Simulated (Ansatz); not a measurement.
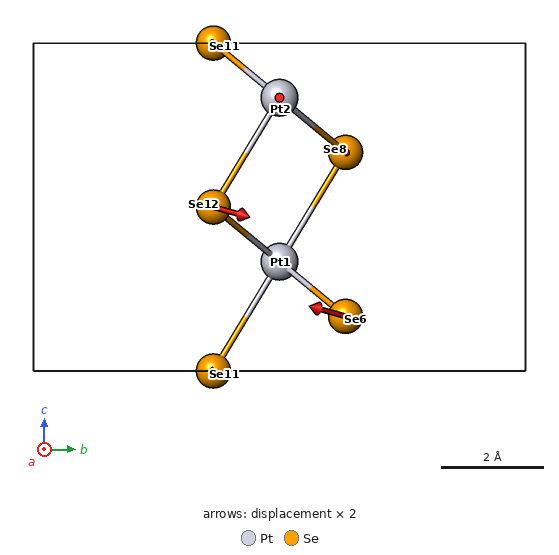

This is a relaxation of a wire of composition PtSe2. The starting structure is drawn; red arrows show the displacements (the part carried along by the change of the cell is left out), magnified 2 times.

A ball-and-stick model of the cell of the calculation, with the vacuum cut short (origin shifted), seen along the a axis.

Case: armchair ribbon, 5 formula units a period.

These are results of DFT PBE, scalar-relativistic, plane waves, PAW in Ansatz, not measurements.

The input:
```yaml
crystal:
  lattice:
    - [16.5, 0.0, 0.0]
    - [0.0, 11.9, 0.0]
    - [0.0, 0.0, 6.4924456621]
  atoms:
    - { symbol: Pt, position: [0.6135883409, 0.5, 0.3333333333] }
    - { symbol: Pt, position: [0.7271766819, 0.5, 0.8333333333] }
    - { symbol: Pt, position: [0.3864116591, 0.5, 0.3333333333] }
    - { symbol: Pt, position: [0.5, 0.5, 0.8333333333] }
    - { symbol: Pt, position: [0.2728233181, 0.5, 0.8333333333] }
    - { symbol: Se, position: [0.7271766819, 0.6099197191, 0.1666666667] }
    - { symbol: Se, position: [0.5, 0.6099197191, 0.1666666667] }
    - { symbol: Se, position: [0.6135883409, 0.6099197191, 0.6666666667] }
    - { symbol: Se, position: [0.2728233181, 0.6099197191, 0.1666666667] }
    - { symbol: Se, position: [0.3864116591, 0.6099197191, 0.6666666667] }
    - { symbol: Se, position: [0.6135883409, 0.3900802809, 0.0] }
    - { symbol: Se, position: [0.7271766819, 0.3900802809, 0.5] }
    - { symbol: Se, position: [0.3864116591, 0.3900802809, 0.0] }
    - { symbol: Se, position: [0.5, 0.3900802809, 0.5] }
    - { symbol: Se, position: [0.2728233181, 0.3900802809, 0.5] }
basis:
  ecutwfc: 420
kpoints:
  mp_grid: { grid: [1, 1, 5] }
hamiltonian:
  xc: pbe
scf:
  occupations: { method: gaussian, width: 0.05 }
output:
  forces: true
  stress: true
  eigenvalues: true
  populations: true
  write_density: true
  write_potential: true
  elf: true
  volumetric_format: npy
relax:
  adjacent_minimum: "off"
  f_tol: 0.02
  max_steps: 45
  cell: { fix: [a, b, alpha, beta, gamma], stress_tol: 0.03 }
```

Command:
```bash
ansatz run input.yaml --threads 4 --pin off --max-ram 11264MiB --backend cpu --events-out ev --progress --plain --runs-dir out
```

### Which element moves most?

Selenium: up to 0.46 Å, against 0.10 Å for platinum.

### What did the optimiser do to the structure, and how much energy did it gain?

The largest moves relative to the layer's centre, 0.46 Å, are those of Se6, Se9, Se12 and Se15. Largest moves by element: Se 0.46 Å, Pt 0.10 Å. Along the periodic axis the drawn cell goes c 6.492 → 6.348 Å (−2.2 %). Some distances before and after: Se6–Se12 3.395 → 2.678 Å, Pt2–Se12 2.529 → 2.436 Å, Pt1–Se11 2.529 → 2.499 Å, Pt1–Se14 2.529 → 2.520 Å. Among the angles between lasting bonds that change: Se9–Pt3–Se15 84.3° → 63.8°, Se6–Pt2–Se12 180.0° → 163.2°, Se7–Pt3–Se15 180.0° → 168.3°. Over 8 accepted moves (10 points after the start) the energy falls by 0.818 eV per cell of the calculation. Largest force component: 1.4 eV/Å at the start, 0.015 eV/Å at the end. The line search rejected the trial step at point 7 of the run. The SCF was repeated once at an unchanged geometry on a basis and grid sized afresh for the cell, which shifted the energy by 1.5 meV per cell of the calculation at most. Cost: 89 s on 4 threads of Intel(R) Xeon(R) 6975P-C (Granite Rapids) (shared host), peak memory 2.7 GiB.
